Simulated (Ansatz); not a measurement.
TiO2: single-point calculation

- system: TiO2 (12 atoms in the cell)
- method: DFT r2SCAN, scalar-relativistic, plane waves, PAW, no spin polarisation (Ansatz 0.2.0)

The structure derives from a Materials Project entry. It belongs to a series of runs on one base structure; here: band edges sought over the zone.

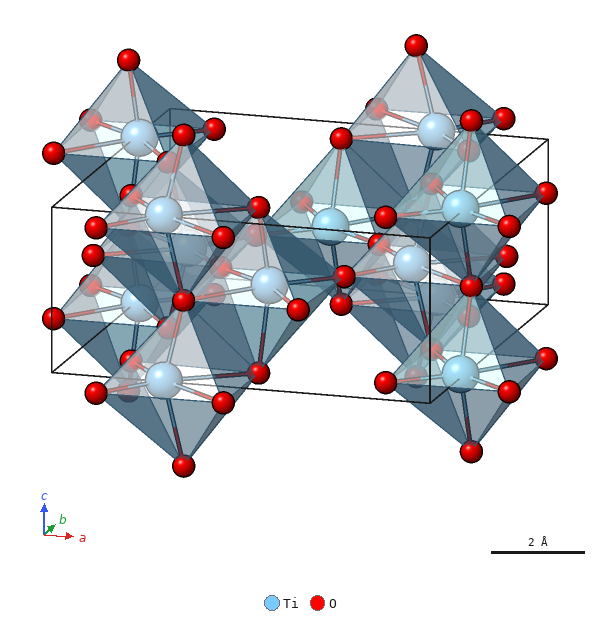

Figure 1. The structure as given in the input (polyhedral view of the cell 2 times as large as that of the calculation, set on its symmetry axes, seen slightly off an axis; polyhedra are completed across the faces of the cell).

**Input file**
```yaml
crystal:
  lattice:
    - [-4.2619246992, 4.2619246992, 1.8432622413]
    - [4.2619246992, -4.2619246992, 1.8432622413]
    - [4.2619246992, 4.2619246992, -1.8432622413]
  atoms:
    - { symbol: Ti, position: [0.2925816266, 0.0107400472, 0.3033216738] }
    - { symbol: Ti, position: [0.0107400472, 0.7074183734, 0.7181584206] }
    - { symbol: Ti, position: [0.9892599528, 0.2925816266, 0.2818415794] }
    - { symbol: Ti, position: [0.7074183734, 0.9892599528, 0.6966783262] }
    - { symbol: O, position: [0.499428441, 0.1511821606, 0.6506106016] }
    - { symbol: O, position: [0.1663083689, 0.8422511856, 0.0085595545] }
    - { symbol: O, position: [0.1511821606, 0.500571559, 0.6517537196] }
    - { symbol: O, position: [0.1577488144, 0.1663083689, 0.3240571833] }
    - { symbol: O, position: [0.8422511856, 0.8336916311, 0.6759428167] }
    - { symbol: O, position: [0.8488178394, 0.499428441, 0.3482462804] }
    - { symbol: O, position: [0.8336916311, 0.1577488144, 0.9914404455] }
    - { symbol: O, position: [0.500571559, 0.8488178394, 0.3493893984] }
basis:
  ecutwfc: 500
kpoints:
  mp_grid: { grid: [8, 8, 8] }
  band_path: { path: [VBM, CBM], npoints: 2 }
hamiltonian:
  xc: r2scan
scf:
  occupations: { method: gaussian, width: 0.02 }
output:
  forces: true
  stress: true
  eigenvalues: true
checkpoint:
  read: start.run
  write: ck
  compress: false
  write_wavefunctions: false
  write_every: 100000
```

Run on 2 threads of Intel Xeon (Granite Rapids), 176 GiB of memory available, shared host.

Command:
```bash
ansatz run input.yaml --threads 2 --pin off --max-ram 5120MiB --backend cpu --events-out ev --progress --plain --runs-dir out
```

**Output**
```
Engine: ansatz 0.2.0, x86_64-unknown-linux-gnu
Pseudopotentials: kind: paw
Pseudopotential: Ti, paw, valence charge 12, recommended cutoff 500 eV (meta_gga), Ti.paw.azcp
Pseudopotential: O, paw, valence charge 6, recommended cutoff 500 eV (meta_gga), O.paw.azcp
Functional definition: r2SCAN
  parameter k0 = 0.174
  parameter k1 = 0.065
  parameter a1 = 4.9479
  exchange = r2scan_x(k0 = k0, k1 = k1, a1 = a1)
  correlation = r2scan_c
Crystal: 12 atoms, lattice volume = 133.924 Å³
Basis set: ecut = 500 eV, 3387 PW (Γ), exchange–correlation on 192×192×192 points (64 copies of the dense FFT grid, shifted against one another)
Bands: 60, of which v1, the nominal top of the filled ones, is band 48 counted from 1 (47 counted from 0)
Symmetry: 8 space group operations
Space group: I4/m (ITA 87), of the structure as read, at distance tolerance 5.1e-5 Å
k-points: 78 of 512
Non-local potential: Ti, projectors of the file, l = 0: 3, l = 1: 2, l = 2: 3, l = 3: 1
Non-local potential: O, projectors of the file, l = 0: 2, l = 1: 2, l = 2: 1
PAW form: soft (Blöchl's): semilocal exchange-correlation on the pseudo side does not see the compensation charge
PAW frozen core: Ti, regenerated for the run's functional (the file was generated under x = pbe(κ = 0.804, μ = 0.2195149727645171), c = pbe(β = 0.06672455060314922))
PAW frozen core: O, regenerated for the run's functional (the file was generated under x = pbe(κ = 0.804, μ = 0.2195149727645171), c = pbe(β = 0.06672455060314922))
PAW one-centre angular grid: Ti, 590 points (default); XC on 160 Gauss nodes
PAW one-centre angular grid: O, 302 points (default); XC on 160 Gauss nodes
Initial density: read from a saved state, or passed on in memory by an earlier SCF of this step, an earlier step, the calling program or the single point that the run made first
Initial wavefunctions: pseudopotential atomic-orbital guess
Functional: x = r2scan, c = r2scan; τ floored in thin density (d = 2e-4 eV/Å³)
iter 1 solved again at ethr=2.74e-8 eV; its pass at ethr=3.10e-3 eV (dr2=2.63e-5 eV) is discarded
SCF iter   1: F=—  HF=-14584.453965 eV  |F-HF|=—  |Δ(HF+E_count)|=         —  Δρ=5.48e-6  dr2=2.49e-8  dr2_τ=2.42e-9  ethr=2.74e-8  ⟨swp⟩=4.1  Hψ=31856  notcnv=0
preconditioner: auto → Resta (q_TF=auto, 2.581 Å⁻¹)  ε∞=6.5  [insulator: Δε(μ)=2.207 eV  Ē_g=10.936 eV  σ=0.020 eV  W_gap=1.00  n_scr=44 (ndim 8)  ℏωp=25.7 eV  f_vac=0.116  D(μ)=0.00/eV (n_scr^D=0)  ε∞_Penn≈6.5]
SCF iter   2: F=-14584.453965 eV  HF=-14584.453965 eV  |F-HF|=8.34e-9  |Δ(HF+E_count)|=   4.39e-8  Δρ=3.47e-6  dr2=1.13e-8  dr2_τ=1.04e-9  ethr=2.60e-11  ⟨swp⟩=7.3  Hψ=17512  notcnv=0
SCF 1 converged in 2 iterations: F = -14584.453965 eV  dr2 = 1.13e-8
  greatest PAW one-centre occupation: 1.000 electrons in one spin orbital (limit 2), on the Ti atom at site 3 (counted from 0), in its partial waves of l = 1
NSCF: frozen V_eff on 36 k-points
NSCF: frozen V_eff on 36 k-points
NSCF: frozen V_eff on 36 k-points
NSCF: frozen V_eff on 12 k-points
NSCF: frozen V_eff on 13 k-points
NSCF: frozen V_eff on 6 k-points
NSCF: frozen V_eff on 6 k-points
NSCF: frozen V_eff on 6 k-points
NSCF: frozen V_eff on 3 k-points
SCF converged after 2 iterations
Free energy (F): -14584.453965 eV
Harris-Foulkes:  -14584.453965 eV  (|F-HF|=8.34e-9)
Internal energy: -14584.453965 eV  (E = F + TS)
E sigma→0 (E₀):  -14584.453965 eV
Fermi energy:    8.409613 eV
--- Per-component energies (eV) ---
  E_band       = -986.617703
  E_kinetic    = 2521.555841
  E_local      = -7798.252004  (includes V_loc(G=0)·N_el)
  E_nonlocal   = 388.144605
  E_hartree    = 3102.516406
  E_xc         = -968.373597
  E_vxc        = -1391.035250  (∫ρ·V_xc dr)
  E_paw        = -5500.256526  (= ΣΔE_a)
  E_vpaw       = -1004.034371  (= ΣTr[D̂ρ^β])
  E_aug_tail   = 0.008746  (compensation charges beyond the density's cutoff)
  E_vtau       = 91.962774  (kinetic-family band-sum trace: ∫τ·v_τ [+ j·A + Jᵃ·Aᵃ] dr)
  E_ewald      = -6328.528081
  E_core_change = -1.269356  (= ΣΔE_core)
  E_smearing   = -0.000000  (= −TS)
  E_closure    = -0.000000  (closes the sum)
  Σ components = -14584.453965   (vs F -14584.453965, Δ=0.00e0)
--- Forces (eV/Å), atoms counted from 1 ---
  atom   1  Ti     0.00017407     0.00164212     0.00000000
  atom   2  Ti    -0.00164212     0.00017407     0.00000000
  atom   3  Ti     0.00164212    -0.00017407     0.00000000
  atom   4  Ti    -0.00017407    -0.00164212     0.00000000
  atom   5  O      0.00019027     0.00047966     0.00000000
  atom   6  O      0.00062062    -0.00108524    -0.00000000
  atom   7  O     -0.00047966     0.00019027     0.00000000
  atom   8  O     -0.00108524    -0.00062062    -0.00000000
  atom   9  O      0.00108524     0.00062062    -0.00000000
  atom  10  O      0.00047966    -0.00019027     0.00000000
  atom  11  O     -0.00062062     0.00108524    -0.00000000
  atom  12  O     -0.00019027    -0.00047966     0.00000000
  max |Σ_I F_I| component: 6.51e-19 eV/Å
--- Stress (GPa, compression-positive) ---
       12.994062       0.000001       0.000000
       -0.000001      12.994062       0.000000
        0.000000       0.000000      15.387529
  P = ⅓ Tr σ = 13.7919 GPa (137.919 kbar)
--- Band table (eV; the first three rows and the last of 78) ---
  k-point 0: bands = ["-51.0029", "-50.9762", "-50.9762", "-50.9540", "-26.4807", "-26.4629", "-26.4283", "-26.4283", "-26.2424", "-26.1978", "-26.1811", "-26.1811", "-26.1677", "-26.1677", "-26.1347", "-26.1246", "-11.9049", "-10.9260", "-10.9260", "-10.6735", "-10.0297", "-9.9586", "-9.6689", "-9.6689", "2.1805", "2.6213", "2.7414", "3.1800", "3.1800", "3.4017", "3.8760", "4.0985", "4.2499", "4.2499", "4.3505", "4.3505", "5.1004", "5.1004", "5.1549", "5.5647", "5.8197", "5.8197", "5.8491", "6.0889", "6.2332", "6.2678", "6.2678", "6.5028", "9.5130", "10.9966", "10.9966", "11.1030", "11.3757", "11.3757", "11.8823", "12.3057", "12.7154", "12.8270", "12.8270", "12.8855"]
  k-point 1: bands = ["-51.0025", "-50.9766", "-50.9758", "-50.9544", "-26.4767", "-26.4590", "-26.4267", "-26.4190", "-26.2432", "-26.2035", "-26.1818", "-26.1803", "-26.1783", "-26.1672", "-26.1388", "-26.1238", "-11.8889", "-10.9289", "-10.9152", "-10.6751", "-10.0393", "-9.9704", "-9.6772", "-9.6638", "2.2000", "2.6203", "2.6939", "3.1506", "3.3038", "3.4037", "3.8251", "3.9327", "4.2874", "4.3316", "4.3576", "4.4826", "5.0705", "5.0940", "5.0957", "5.5951", "5.7268", "5.8566", "5.8588", "6.0979", "6.1743", "6.2230", "6.2790", "6.5612", "9.5746", "10.9586", "10.9952", "11.0270", "11.3758", "11.5254", "11.8503", "12.3798", "12.6464", "12.8071", "12.8463", "12.9178"]
  k-point 2: bands = ["-51.0015", "-50.9776", "-50.9749", "-50.9553", "-26.4715", "-26.4493", "-26.4146", "-26.3930", "-26.2450", "-26.2227", "-26.2078", "-26.1835", "-26.1784", "-26.1658", "-26.1473", "-26.1221", "-11.8487", "-10.9367", "-10.8882", "-10.6791", "-10.0759", "-9.9839", "-9.6980", "-9.6542", "2.2492", "2.6180", "2.6432", "3.0839", "3.4058", "3.5492", "3.7183", "3.7974", "4.2883", "4.3627", "4.3763", "4.7704", "4.9861", "5.0035", "5.0804", "5.5175", "5.6561", "5.8873", "5.9086", "6.0251", "6.1158", "6.2211", "6.2915", "6.5998", "9.7475", "10.8384", "10.8576", "11.1114", "11.4189", "11.7711", "11.7715", "12.5130", "12.5362", "12.7863", "12.8690", "12.9547"]
  k-point 77: bands = ["-50.9969", "-50.9763", "-50.9763", "-50.9598", "-26.3825", "-26.3578", "-26.3578", "-26.3379", "-26.3015", "-26.2525", "-26.2502", "-26.2479", "-26.2479", "-26.1806", "-26.1806", "-26.1151", "-11.6755", "-10.8627", "-10.8627", "-10.6997", "-10.1053", "-10.1053", "-9.8597", "-9.6203", "2.4423", "2.6075", "2.7334", "2.9763", "2.9763", "3.6942", "4.0085", "4.2792", "4.2792", "4.3506", "4.6411", "4.6411", "4.7166", "5.0666", "5.0666", "5.1307", "5.4835", "5.5078", "5.9631", "5.9631", "6.0421", "6.0421", "6.1019", "7.3062", "10.8075", "10.8075", "10.9350", "11.0707", "11.1795", "11.8093", "11.8093", "11.9215", "12.7559", "12.7559", "12.7685", "13.1208"]
```

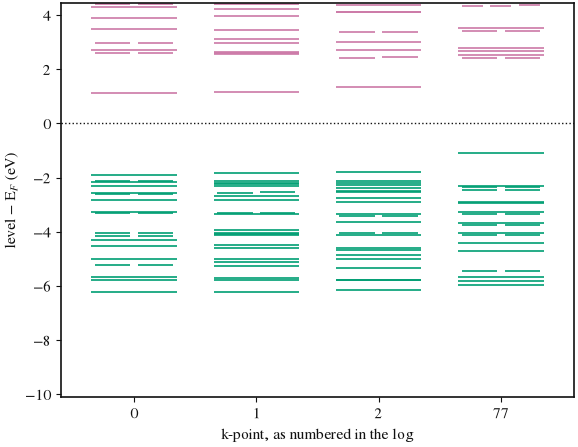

Figure 2. Kohn–Sham levels near the Fermi level (dotted) at the few k-points that the log prints; levels within 0.02 eV of each other stand side by side. Among these points the highest filled and lowest empty levels are 2.21 eV apart, which is the gap on the mesh.

**Results in brief**

- outcome: converged
- space group (tolerance 0.01 Å): I4/m (87)
- electrons treated: 96
- free energy: −14584.4540 eV
- Fermi energy: 8.410 eV
- gap on the k-point mesh: 2.21 eV
- gap on the band path: 2.21 eV
- pressure: 13.79 GPa
- largest force (length of the vector): 0.002 eV/Å
- wall time: 35 s (CPU time 66 s)
- peak memory: 1.2 GiB

**Remarks**

The cell is under a pressure of 13.8 GPa at this level, so it is not at its equilibrium volume.
